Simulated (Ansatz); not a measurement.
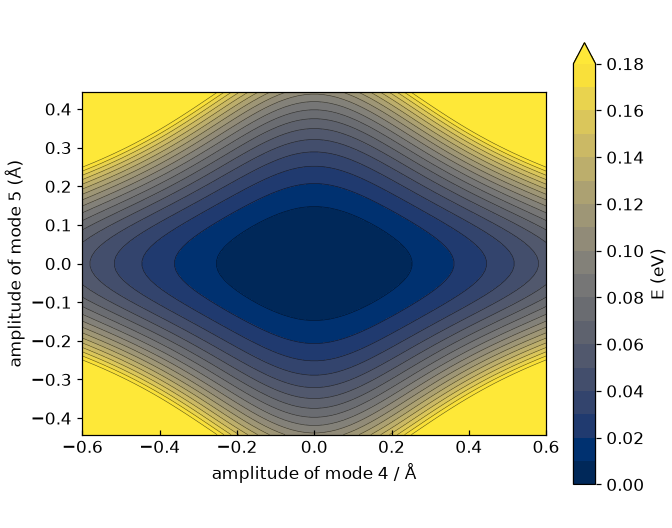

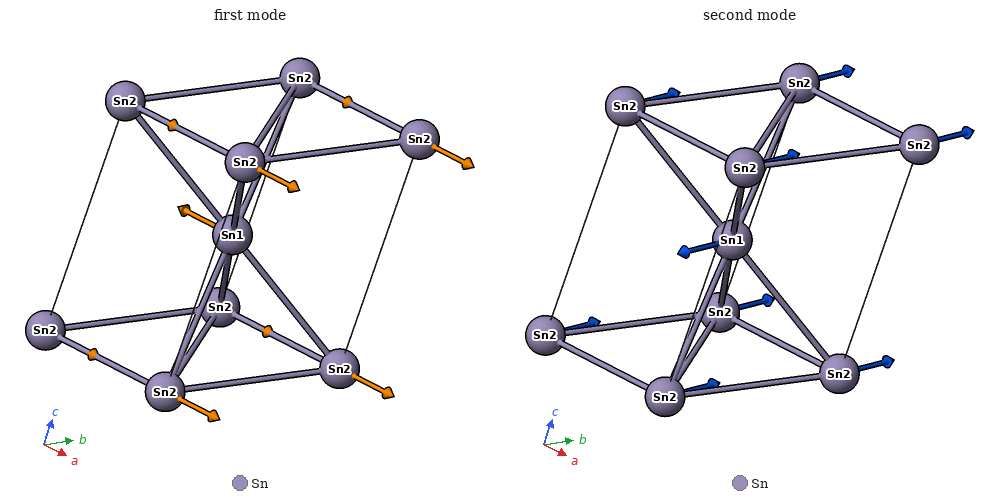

Energy landscape of Sn (I4/mmm, No. 139; 2 atoms in the cell). The energy is mapped over two normal modes frozen in (zone-centre modes of the 2-atom cell of this scan, which folds in the wave vector (0, 1/2, 0) of the primitive cell). Coordinates scanned: (1) amplitude of mode 4 (18 cm⁻¹), largest displacement; (2) amplitude of mode 5 (26 cm⁻¹), largest displacement. Nothing is relaxed (the cell and all other modes fixed). Grid: 5 × 5 points; 9 points were computed and 16 follow by symmetry. Points are written as (first, second). Energies are in eV per cell, from the lowest grid point. Computed with Ansatz 0.2.0, DFT LDA, scalar-relativistic, plane waves, PAW. Settings: cutoff 420 eV, k-mesh 16×16×16, gaussian smearing 0.15 eV, no spin polarisation.

Drawn: filled contours, one colour for all values above the top of the scale. Between grid points the surface is interpolated. The second picture is the structure at the lowest point

> Describe this landscape.

The lowest grid point is at (0.0 Å, 0.000 Å). No other kind of well shows on this grid. The highest grid point, (−0.6 Å, −0.443 Å), lies 0.441 eV above the lowest.

The input of one point:

```yaml
crystal:
  lattice:
    - [0.0, -3.1991498634, 0.0]
    - [1.5995749317, -1.5995749317, -2.5255836746]
    - [4.7987247951, -1.5995749317, 2.5255836746]
  atoms:
    - { symbol: Sn, position: [0.5, 0.5, 0.5] }
    - { symbol: Sn, position: [0.0, 0.0, 0.0] }
basis:
  ecutwfc: 420
kpoints:
  mp_grid: { grid: [16, 16, 16] }
hamiltonian:
  xc: lda
  pseudopotentials: { kind: paw }
scf:
  occupations: { method: gaussian, width: 0.15 }
output:
  forces: true
  stress: true
  eigenvalues: true
```

The whole map (9 points run) took 20 min on 1 thread of Arm Neoverse N1, on a shared host.
